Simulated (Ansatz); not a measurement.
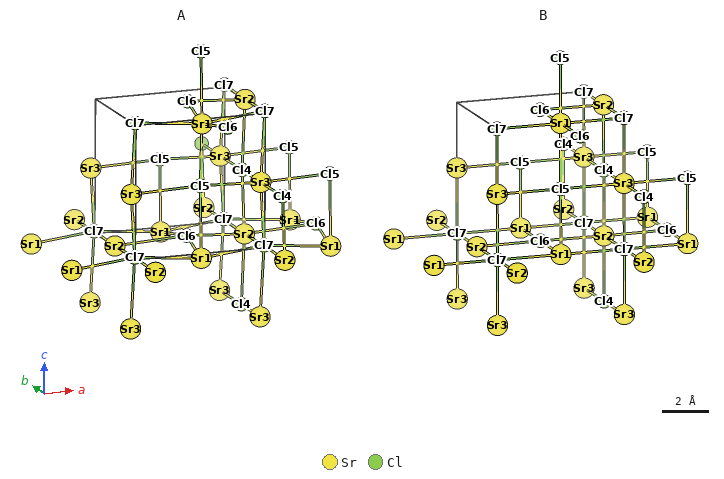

Two geometries of solid Sr₃Cl₄ (a generated structure, set up in P1) (coarse preliminary run), drawn at one scale. One is the start of a relaxation, the other its converged end. The picture is a ball-and-stick view of the cell of the calculation, seen slightly off an axis.

Theory: Ansatz 0.2.0, DFT PBE, scalar-relativistic, plane waves, PAW. Settings: plane-wave cutoff 420 eV; k-point mesh 4 × 4 × 4; occupations gaussian; smearing width 0.2 eV; no spin polarisation; cell and atoms relaxed; force threshold 0.025 eV/Å; at most 60 steps.

Which of the two is the end point?

Answer. Structure B is the relaxed one. Cl6 moves most relative to the cell: 0.37 Å roughly along [−2 1 −2]. Largest moves by element: Cl 0.37 Å, Sr 0.25 Å. The volume changes by −6.9 %, with a 6.084 → 5.950 Å (−2.2 %), b 6.097 → 5.951 Å (−2.4 %), c 6.111 → 5.953 Å (−2.6 %), α 91.0° → 90.4°, β 88.7° → 89.4°, γ 87.9° → 88.6°. Near-neighbour distances that change, for instance: Sr2–Cl6 3.363 → 2.978 Å, Sr1–Cl6 3.329 → 2.977 Å, Sr3–Cl5 3.314 → 2.978 Å, Sr1–Cl5 3.278 → 2.980 Å. Bond angles that change, for instance: Cl6–Sr1–Cl6 161.1° → 178.9°, Sr1–Cl6–Sr1 161.1° → 178.9°, Sr1–Cl7–Sr1 167.4° → 179.7°. The space group stays P1 (No. 1). Over 2 accepted moves (3 points after the start) the energy falls by 74.0 meV per atom. Largest force component: 0.87 eV/Å at the start, 0.02 eV/Å at the end. Pressure: 0.53 GPa at the start and 0.03 GPa at the end. At 1 point the geometry stayed and the basis and grid were re-selected for the new cell (energy shift of less than 0.05 meV per atom at most each time).
